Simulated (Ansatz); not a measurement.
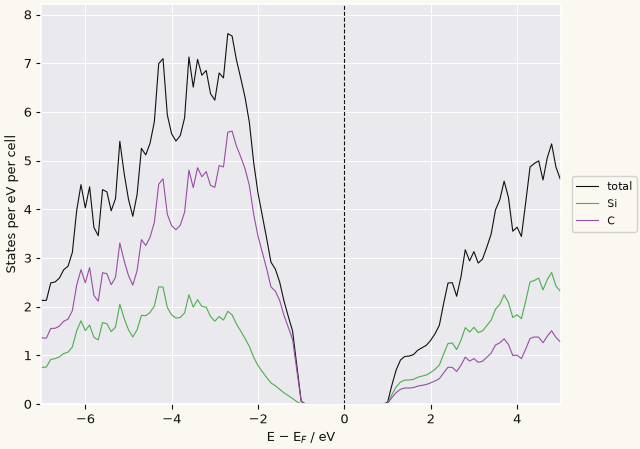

Density of states. Energies are counted from the Fermi level. The partial curves are projected on Löwdin-orthogonalised atomic shells.

System: SiC, space group P6_3mc (No. 186), 12 atoms in the cell; a = 3.09 Å, b = 3.09 Å, c = 15.19 Å, α = 90.00°, β = 90.00°, γ = 120.00°.

Ansatz 0.2.0; DFT PBE, scalar-relativistic, plane waves, PAW, no spin polarisation, 12×12×2 k mesh, 420 eV cutoff, Gaussian smearing of 0.02 eV.

> Is there a gap at the Fermi level, and how wide?

There is a gap; over the k points computed it is 2.02 eV.

> What is the character of the states on either side of the gap?

By projected weight, the top eV of the valence band is C (85 %) and Si (15 %); the bottom eV of the conduction band is Si (60 %) and C (40 %).
